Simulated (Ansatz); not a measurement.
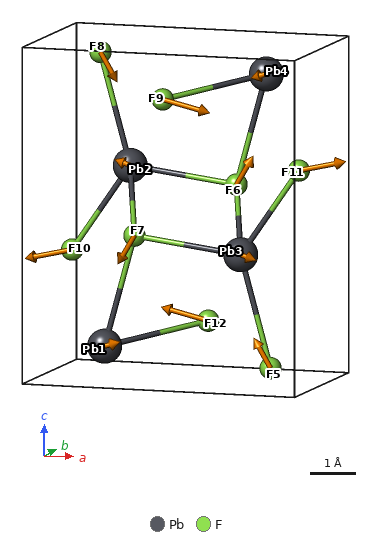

This is a relaxation of crystalline PbF2 (set up in Pnma). The starting structure is drawn; orange arrows show the displacements, magnified 20 times.

The picture is a ball-and-stick view of the cell of the calculation, seen slightly off an axis.

Computed with DFT, PBE, plane-wave PAW, default files, scalar-relativistic in Ansatz 0.2.0.

The input:
```yaml
crystal:
  lattice:
    - [6.44, 0.0, 0.0]
    - [0.0, 3.899, 0.0]
    - [0.0, 0.0, 7.651]
  atoms:
    - { symbol: Pb, position: [0.2527, 0.25, 0.1042] }
    - { symbol: Pb, position: [0.2473, 0.75, 0.6042] }
    - { symbol: Pb, position: [0.7527, 0.25, 0.3958] }
    - { symbol: Pb, position: [0.7473, 0.75, 0.8958] }
    - { symbol: F, position: [0.8623, 0.25, 0.0631] }
    - { symbol: F, position: [0.6377, 0.75, 0.5631] }
    - { symbol: F, position: [0.3623, 0.25, 0.4369] }
    - { symbol: F, position: [0.1377, 0.75, 0.9369] }
    - { symbol: F, position: [0.4662, 0.25, 0.8457] }
    - { symbol: F, position: [0.0338, 0.75, 0.3457] }
    - { symbol: F, position: [0.9662, 0.25, 0.6543] }
    - { symbol: F, position: [0.5338, 0.75, 0.1543] }
kpoints:
  mp_grid: { grid: [3, 5, 3] }
scf:
  occupations: { method: fermi_dirac, width: 0.02 }
hamiltonian:
  xc: pbe
  pseudopotentials: { kind: paw }
output:
  forces: true
  stress: true
  populations: true
  efg: { contact_densities: true }
  write_density: true
  write_potential: true
  elf: true
  volumetric_format: npy
relax:
  f_tol: 0.02
  max_steps: 60
```

Run as
```bash
ansatz run input.yaml --threads 1 --pin off --max-ram 2560MiB --backend cpu --events-out ev --progress --plain --runs-dir out
```

What happened in the run?

The largest moves, 0.058 Å, are those of F9, F10, F11 and F12. F11 goes roughly along [3 0 1]. Largest moves by element: F 0.058 Å, Pb 0.020 Å. The lattice vectors keep their values. Some distances before and after: Pb1–F12 2.688 → 2.639 Å, Pb1–F7 2.642 → 2.593 Å, Pb1–F9 2.409 → 2.446 Å, Pb1–F5 2.534 → 2.569 Å. The space group stays Pnma (No. 62). After 3 accepted moves (4 points after the start) the energy has fallen by 1.8 meV per atom. Largest force component: 0.1 eV/Å at the start, 0.0043 eV/Å at the end. 1 step only repeated the SCF at the same geometry.
